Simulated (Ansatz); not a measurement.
Geometry relaxation of Si$_{16}$C (charge −1) (part 1 of 3)

- system: Si$_{16}$C (defect cell, 17 atoms in the cell, total charge −1)
- method: DFT PBE, scalar-relativistic, plane waves, PAW, spin-polarised (Ansatz 0.2.0)

The structure derives from an entry of the Crystallography Open Database. Figures and captions count atoms from 1; the log counts them from 0 in places.

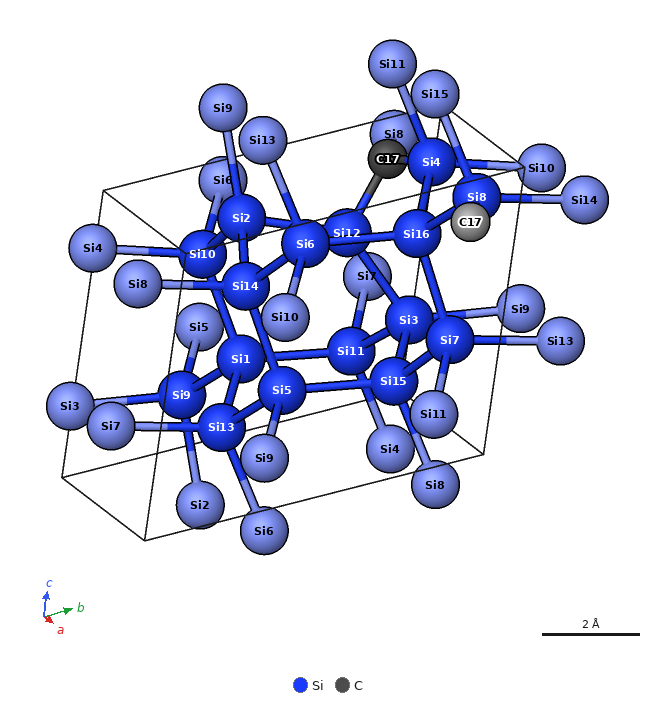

**Figure 1.** The starting structure (ball-and-stick view of the cell of the calculation, seen slightly off an axis; neighbours outside the cell are drawn fainter; atoms are numbered from 1 in the order of the input). Near neighbours in the crystal (not all of them lie inside the picture): Si has 4 Si at 2.27 to 2.54 Å; Si has 1 C at 1.81 to 1.84 Å and 3 Si at 2.29 to 2.54 Å; Si has 1 C at 1.75 Å and 2 Si at 2.27 to 2.30 Å; C has 3 Si at 1.75 to 1.84 Å.

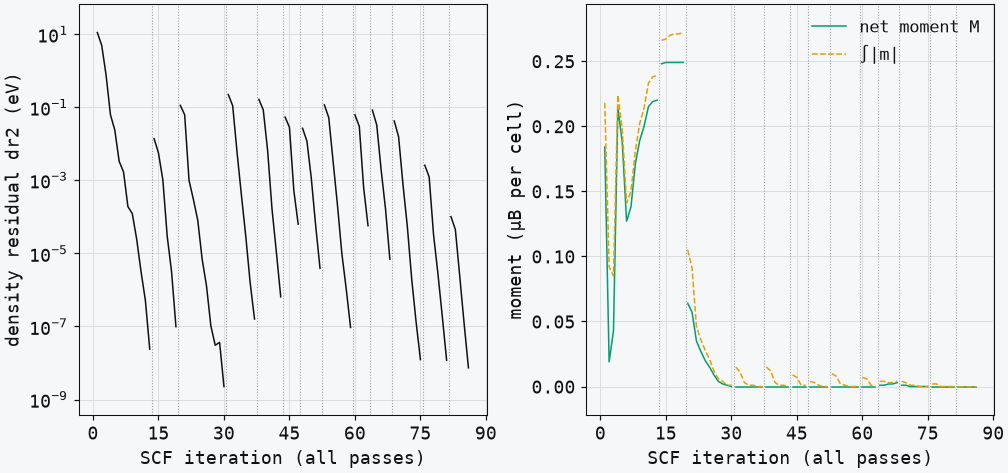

**Figure 2.** Convergence of the self-consistent field: density residual dr2 and magnetic moment against the SCF iteration. The dotted lines part the SCF passes of the relaxation: geometry steps, rejected trials and re-solves on a re-selected basis. The 13 passes take 4 to 13 iterations each, 86 in all. The net moment goes from 0.2 to 0.0 μB per cell, and ∫|m| falls to zero.

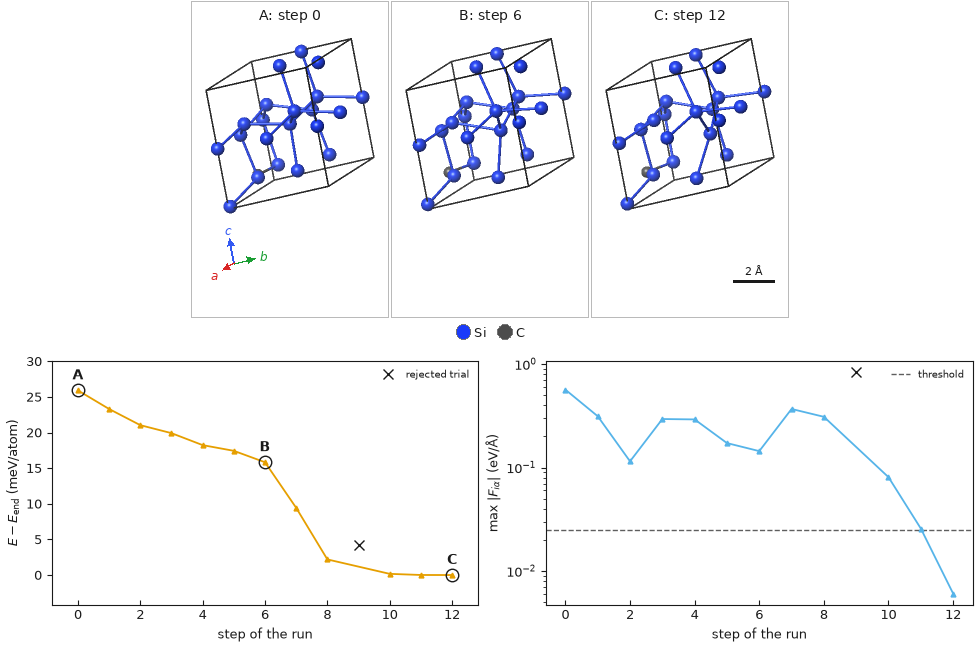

**Figure 3.** Frames of the relaxation (ball-and-stick view of the cell of the calculation (origin shifted), seen slightly off an axis) above the curves, on which the letters mark them (the first geometry is step 0 here and step 1 in the log).

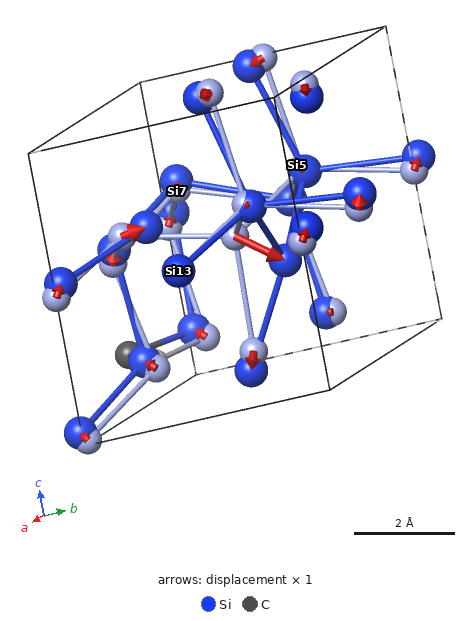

**Figure 4.** Start (faint) and end (solid) with the displacements as red arrows, at true length (ball-and-stick view of the cell of the calculation (origin shifted), seen slightly off an axis). Over 12 geometry steps the energy falls by 25.9 meV per atom. The largest force component goes from 0.57 to 0.0061 eV/Å. The line search rejected the trial step at point 9 (counted from 0) and went back. The atom that moves furthest is Si9 (1.14 Å). Largest moves by element: Si 1.14 Å, C 0.58 Å. The cell stays as it was. Among the contacts that change: Si9–C17 3.695 → 1.991 Å, Si3–Si9 2.368 → 2.955 Å, Si12–C17 1.746 → 1.879 Å, Si8–C17 1.812 → 1.924 Å. New bonds form: Si9–C17 (3.70 → 1.99 Å). Among the angles that change: Si9–Si2–Si12 109.5° → 79.0°, Si11–Si3–Si12 98.8° → 80.0°, Si1–Si11–Si3 109.3° → 127.9°. (Atoms are counted from 1 in the order of the input.)

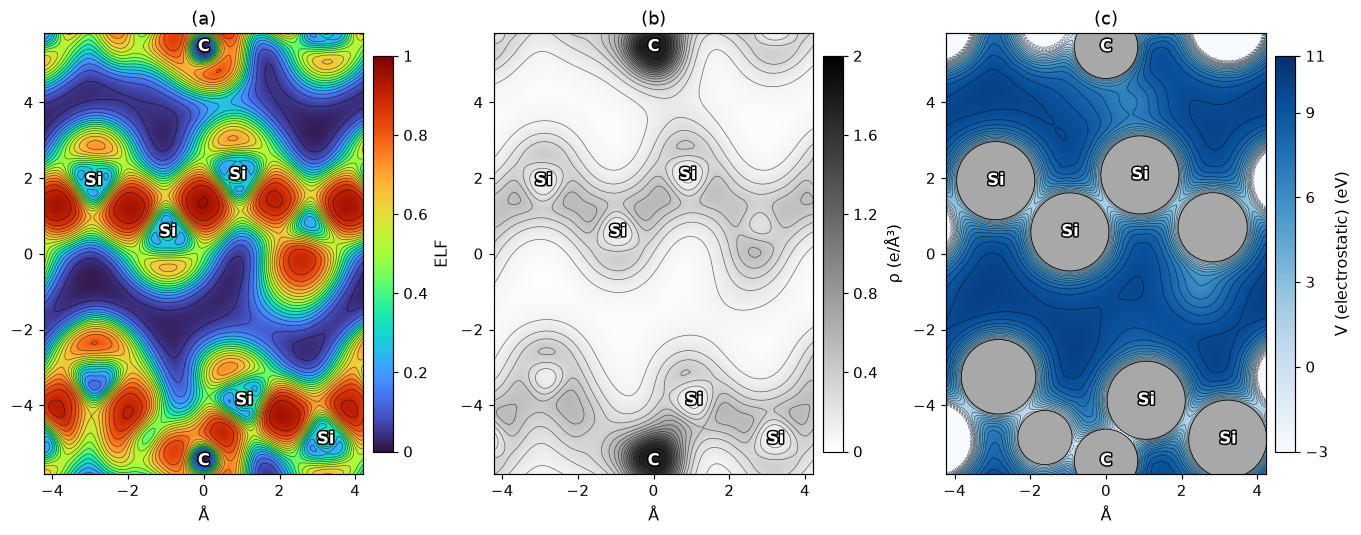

**Figure 5.** (a) ELF; (b) valence charge density (pseudo); (c) electrostatic potential energy of an electron on the (11̄0) plane of the calculation cell. Grey discs, where drawn, cover atomic cores. The plane passes through Si and C nuclei. Away from the nuclei the density in this plane falls to 0.02 e/Å³ at its lowest. Outside the cores the potential energy rises away from the atoms and is highest about 2.3 Å from the nearest atoms; outside the discs it spans about 12 eV, and its zero is arbitrary. Core electrons are frozen (PAW), so the fields are smoothed inside the atomic spheres.

The input and output of the run follow.

The input:
```yaml
crystal:
  lattice:
    - [0.0, 5.4696766497, 5.4696766497]
    - [5.4696766497, 0.0, 5.4696766497]
    - [5.4696766497, 5.4696766497, 0.0]
  atoms:
    - { symbol: Si, position: [0.3663958355, 0.3931889033, 0.375869969] }
    - { symbol: Si, position: [0.3908092001, 0.3261730407, 0.8922645419] }
    - { symbol: Si, position: [0.3730964171, 0.8896774097, 0.3643001976] }
    - { symbol: Si, position: [0.3262377477, 0.901767607, 0.9004969411], spin: 0.091 }
    - { symbol: Si, position: [0.8646201118, 0.3931107803, 0.3762691205] }
    - { symbol: Si, position: [0.8580436649, 0.4021763012, 0.883206634], spin: 0.091 }
    - { symbol: Si, position: [0.8565605284, 0.8873046111, 0.4023094094], spin: 0.091 }
    - { symbol: Si, position: [0.8789826688, 0.9002266047, 0.8986248019], spin: 0.091 }
    - { symbol: Si, position: [0.2376145134, 0.2639957419, 0.2609007601] }
    - { symbol: Si, position: [0.2303613331, 0.2676557547, 0.7483332592], spin: 0.091 }
    - { symbol: Si, position: [0.2314652361, 0.7651285354, 0.2615475974], spin: 0.091 }
    - { symbol: Si, position: [0.304553488, 0.6805673219, 0.7153137807], spin: 0.091 }
    - { symbol: Si, position: [0.7399760972, 0.2589039701, 0.2598957514], spin: 0.091 }
    - { symbol: Si, position: [0.7492548969, 0.2677484866, 0.751261005], spin: 0.091 }
    - { symbol: Si, position: [0.7373380212, 0.7668321586, 0.2676678449], spin: 0.091 }
    - { symbol: Si, position: [0.7243330194, 0.7765905226, 0.7760420353] }
    - { symbol: C, position: [0.144390555, -0.1829511797, -0.1035346436], spin: 0.091 }
  host:
    lattice:
      - [0.0, 2.7348383248, 2.7348383248]
      - [2.7348383248, 0.0, 2.7348383248]
      - [2.7348383248, 2.7348383248, 0.0]
    atoms:
      - { symbol: Si, position: [0.75, 0.75, 0.75] }
      - { symbol: Si, position: [0.5, 0.5, 0.5] }
total_charge: -1
basis:
  ecutwfc: 420
  xc_grid: 2
kpoints:
  mp_grid: { grid: [2, 2, 2], shift: [0.0, 0.0, 0.0] }
hamiltonian:
  xc: pbe
scf:
  occupations: { method: gaussian, width: 0.01 }
output:
  forces: true
  stress: false
  eigenvalues: true
  populations: true
  charged_corrections:
    defect_position: [0.0, 0.0, 0.0]
    epsilon: [[12.9813, 0.0, 0.0], [0.0, 12.9813, 0.0], [0.0, 0.0, 12.9813]]
  write_density: true
  write_potential: true
  elf: true
  volumetric_format: npy
magnetization:
  spin_polarized: true
relax:
  adjacent_minimum: "off"
  f_tol: 0.025
  max_steps: 45
```

Launch command:
```bash
ansatz run input.yaml --threads 2 --pin off --max-ram 5120MiB --backend cpu --events-out ev --progress --plain --runs-dir out
```

The program's output:
```
Engine: ansatz 0.2.0, x86_64-unknown-linux-gnu
Pseudopotentials: kind: paw
Pseudopotential: Si, paw, valence charge 4, recommended cutoff 420 eV (normal), Si.paw.azcp
Pseudopotential: C, paw, valence charge 4, recommended cutoff 420 eV (normal), C.paw.azcp
Functional definition: PBE
  parameter kappa = 0.804
  parameter beta = 0.06672455060314922
  exchange = pbe_x(kappa = kappa, mu = beta*pi^2/3)
  correlation = pbe_c(beta = beta)
Crystal: 17 atoms, lattice volume = 327.277 Å³
Basis set: ecut = 420 eV, 6375 PW (Γ), exchange–correlation on 108×108×108 points (8 copies of the dense FFT grid, shifted against one another)
Bands: 53, of which v1, the nominal top of the filled ones, is band 35 counted from 1 (34 counted from 0)
Symmetry: 1 space group operations
Space group: P1 (ITA 1), of the structure as read, at distance tolerance 6.9e-5 Å
Magnetic group: BNS 1.1 (UNI 1), of the structure as read, at distance tolerance 6.9e-5 Å
k-points: 8
Non-local potential: Si, projectors of the file, l = 0: 2, l = 1: 2, l = 2: 2
Non-local potential: C, projectors of the file, l = 0: 2, l = 1: 2, l = 2: 1
PAW form: soft (Blöchl's): semilocal exchange-correlation on the pseudo side does not see the compensation charge
PAW one-centre angular grid: Si, 110 points (default); XC on 64 Gauss nodes
PAW one-centre angular grid: C, 110 points (default); XC on 64 Gauss nodes
Initial density: superposition of atomic densities (chi_scale 0.1, normalization cell, long waves kept (reshape's long-wave potential 0.12 eV rms))
Starting moments: Σ|m| = 1.001 μB on 11 of 17 sites
Initial wavefunctions: pseudopotential atomic-orbital guess
Functional: x = pbe(κ = 0.804, μ = 0.2195149727645171), c = pbe(β = 0.06672455060314922)
SCF iter   1: F=—  HF=-10414.760566 eV  |F-HF|=—  |Δ(HF+E_count)|=         —  Δρ=2.79e-2 (↑2.67e-2 ↓2.79e-2)  dr2=1.10e1  dr2_m=1.05e-2  M=0.184 μB ∫|m|=0.218 μB  β_m=0.30  ethr=3.10e-3  ⟨swp⟩=8.4  Hψ=4630  notcnv=0  defer=26
preconditioner: auto → Kerker (q_TF=auto, 2.105 Å⁻¹)  [metal: Δε(μ)=0.009 eV  Ē_g=8.373 eV  σ=0.010 eV  W_gap=0.47  n_scr=58 (ndim 8)  ℏωp=17.0 eV  f_vac=0.000  D(μ)=11.53/eV (n_scr^D=88)]
spin=Collinear: Kerker preconditioning applied to the charge; magnetization (m = ρ↑ − ρ↓) channel mixes plain (no charge-response kernel on spin).
SCF iter   2: F=—  HF=-10413.370579 eV  |F-HF|=—  |Δ(HF+E_count)|=    1.39e0  Δρ=1.92e-2 (↑1.84e-2 ↓1.92e-2)  dr2=4.88e0  dr2_m=7.02e-3  M=0.019 μB ∫|m|=0.092 μB  β_m=0.30  ethr=3.10e-3  ⟨swp⟩=2.4  Hψ=1580  notcnv=0  defer=111
preconditioner: auto → Resta (q_TF=auto, 2.105 Å⁻¹)  ε∞=5.2  [insulator: Δε(μ)=0.020 eV  Ē_g=8.289 eV  σ=0.010 eV  W_gap=0.85  n_scr=58 (ndim 8)  ℏωp=17.0 eV  f_vac=0.000  D(μ)=5.01/eV (n_scr^D=26)  ε∞_Penn≈5.2]
spin=Collinear: Resta preconditioning applied to the charge; magnetization (m = ρ↑ − ρ↓) channel mixes plain (no charge-response kernel on spin).
SCF iter   3: F=—  HF=-10412.351998 eV  |F-HF|=—  |Δ(HF+E_count)|=    1.02e0  Δρ=7.40e-3 (↑7.22e-3 ↓7.40e-3)  dr2=7.52e-1  dr2_m=3.31e-3  M=0.043 μB ∫|m|=0.085 μB  β_m=0.30  ethr=3.10e-3  ⟨swp⟩=2.4  Hψ=1358  notcnv=0  defer=111
SCF iter   4: F=—  HF=-10412.209064 eV  |F-HF|=—  |Δ(HF+E_count)|=   1.43e-1  Δρ=1.86e-3 (↑1.63e-3 ↓1.86e-3)  dr2=6.19e-2  dr2_m=1.15e-3  M=0.214 μB ∫|m|=0.224 μB  β_m=0.30  ethr=1.09e-3  ⟨swp⟩=2.9  Hψ=1462  notcnv=0  defer=186
SCF iter   5: F=—  HF=-10412.214392 eV  |F-HF|=—  |Δ(HF+E_count)|=   5.33e-3  Δρ=1.33e-3 (↑1.31e-3 ↓1.33e-3)  dr2=2.35e-2  dr2_m=6.61e-4  M=0.188 μB ∫|m|=0.198 μB  β_m=0.30  ethr=8.98e-5  ⟨swp⟩=2.0  Hψ=865  notcnv=0  defer=186
SCF iter   6: F=—  HF=-10412.225174 eV  |F-HF|=—  |Δ(HF+E_count)|=   1.08e-2  Δρ=6.26e-4 (↑5.84e-4 ↓6.26e-4)  dr2=3.28e-3  dr2_m=4.59e-4  M=0.127 μB ∫|m|=0.141 μB  β_m=0.30  ethr=3.41e-5  ⟨swp⟩=2.6  Hψ=1341  notcnv=0  defer=186
Mixer restart at iter 6: flushing history
spin-set hold released at iteration 6 (site moments contracting): the magnetisation degrees of freedom join the quasi-Newton model from the next iteration; the mixer history was flushed
SCF iter   7: F=—  HF=-10412.226093 eV  |F-HF|=—  |Δ(HF+E_count)|=   9.19e-4  Δρ=4.55e-4 (↑4.32e-4 ↓4.55e-4)  dr2=1.68e-3  dr2_m=2.28e-4  M=0.138 μB ∫|m|=0.150 μB  β_m=0.65  ethr=4.76e-6  ⟨swp⟩=1.0  Hψ=754  notcnv=0  defer=186
SCF iter   8: F=—  HF=-10412.227999 eV  |F-HF|=—  |Δ(HF+E_count)|=   1.91e-3  Δρ=1.16e-4 (↑1.16e-4 ↓1.08e-4)  dr2=1.90e-4  dr2_m=1.25e-5  M=0.171 μB ∫|m|=0.181 μB  β_m=0.82  ethr=2.43e-6  ⟨swp⟩=2.1  Hψ=1285  notcnv=0  defer=186
SCF iter   9: F=—  HF=-10412.228248 eV  |F-HF|=—  |Δ(HF+E_count)|=   2.49e-4  Δρ=8.33e-5 (↑8.24e-5 ↓8.33e-5)  dr2=1.23e-4  dr2_m=4.49e-6  M=0.189 μB ∫|m|=0.202 μB  β_m=0.74  ethr=2.75e-7  ⟨swp⟩=2.0  Hψ=1217  notcnv=0  defer=186
SCF iter  10: F=—  HF=-10412.228260 eV  |F-HF|=—  |Δ(HF+E_count)|=   1.16e-5  Δρ=4.74e-5 (↑4.74e-5 ↓4.39e-5)  dr2=2.48e-5  dr2_m=3.84e-6  M=0.200 μB ∫|m|=0.214 μB  β_m=0.87  ethr=1.78e-7  ⟨swp⟩=2.0  Hψ=1215  notcnv=0  defer=186
SCF iter  11: F=—  HF=-10412.228285 eV  |F-HF|=—  |Δ(HF+E_count)|=   2.50e-5  Δρ=1.49e-5 (↑1.42e-5 ↓1.49e-5)  dr2=3.20e-6  dr2_m=3.30e-7  M=0.215 μB ∫|m|=0.233 μB  β_m=0.94  ethr=2.26e-8  ⟨swp⟩=22.9  Hψ=9491  notcnv=0
SCF iter  12: F=—  HF=-10412.228288 eV  |F-HF|=—  |Δ(HF+E_count)|=   3.28e-6  Δρ=4.99e-6 (↑4.99e-6 ↓4.99e-6)  dr2=5.17e-7  dr2_m=2.77e-8  M=0.219 μB ∫|m|=0.238 μB  β_m=0.97  ethr=4.64e-9  ⟨swp⟩=12.3  Hψ=6330  notcnv=0
SCF iter  13: F=-10412.228288 eV  HF=-10412.228288 eV  |F-HF|=4.34e-9  |Δ(HF+E_count)|=   2.46e-7  Δρ=1.09e-6 (↑1.09e-6 ↓9.01e-7)  dr2=2.40e-8  dr2_m=5.59e-10  M=0.220 μB ∫|m|=0.239 μB  ethr=7.50e-10  ⟨swp⟩=10.1  Hψ=5445  notcnv=0
SCF 1 converged in 13 iterations: F = -10412.228288 eV  dr2 = 2.40e-8
  greatest PAW one-centre occupation: 0.675 electrons in one spin orbital (limit 2), on the Si atom at site 11 (counted from 0), in its partial waves of l = 0
relax step   1: F+E_penalty+E_count = -10412.22828835 eV  Δ(F+E_penalty+E_count) = +0.000e0 eV  max|allowed force component| = 5.654e-1 eV/Å  Δτ_max = 0.0000 Å  (13 SCF iters, dr2 threshold 1.56e-5 eV, accepted)
Initial density: handed on by an earlier stage of this run
Starting moments: Σ|m| = 1.001 μB on 11 of 17 sites; this step starts from the density that it was given
Initial wavefunctions: those handed on with the density
iter 1 solved again at ethr=1.89e-5 eV; its pass at ethr=3.10e-3 eV (dr2=1.30e-2 eV) is discarded
```
